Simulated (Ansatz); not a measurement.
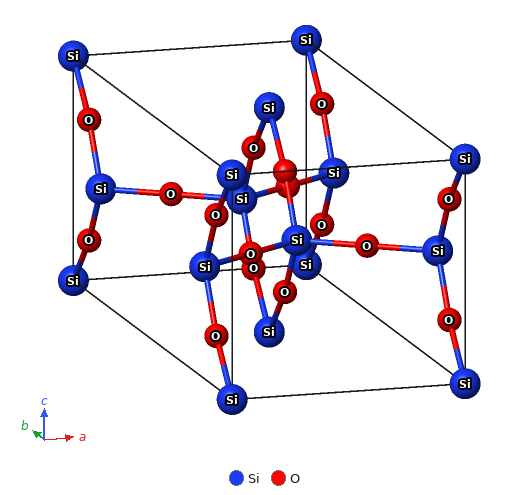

This ball-and-stick model is shown slightly off an axis. The edges of the conventional unit cell are marked. Cell: a = 5.31 Å, b = 12.01 Å, c = 5.03 Å, α = 90.00°, β = 90.00°, γ = 90.00°.

The initial geometry was a structure type filled with these elements by a generator (whether the compound takes this form wasn't checked). Earlier steps of the study may have refined or changed the cell and positions. A calculation with Ansatz used it as input.

Give a description of the structure.

Answer. Formula: SiO2. It is base-centred orthorhombic, space group Cmmm (No. 65). The cell comprises 6 formula units: 6 Si, 12 O. About every Si there are four O at about 1.6 Å. The O atoms are each bonded to two Si at about 1.6 Å. The bonds build a three-dimensional framework.

The calculation: DFT PBE, scalar-relativistic, plane waves, PAW (Ansatz 0.2.0), with an energy cutoff of 420 eV, k-points about 0.22 Å⁻¹ apart, Gaussian smearing of 0.02 eV, no spin polarisation.

Classify it as metallic or gapped, with the value.

Answer. A semiconductor at this level, with a gap of 2.71 eV, indirect.

What does a Bader analysis give?

Answer. Si +3.22 to +3.31 e; O -1.64 e.

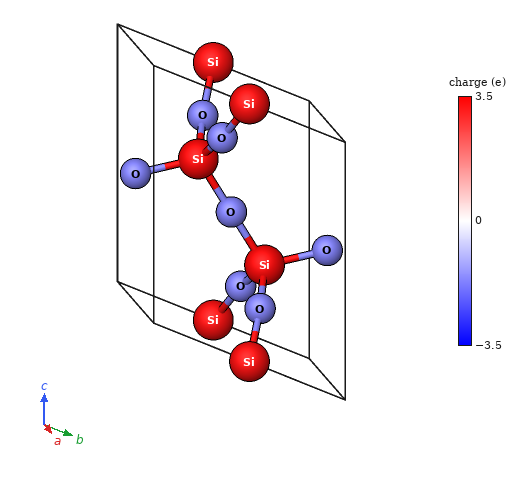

The atoms coloured by those charges. The run's cell of 9 atoms is drawn in a reduced setting, so axes and origin can differ from the first picture.

Is this an equilibrium geometry for the method given?

Answer. Yes. All forces vanish to within 0.01 eV/Å. The pressure is 0.0 GPa, close to zero.
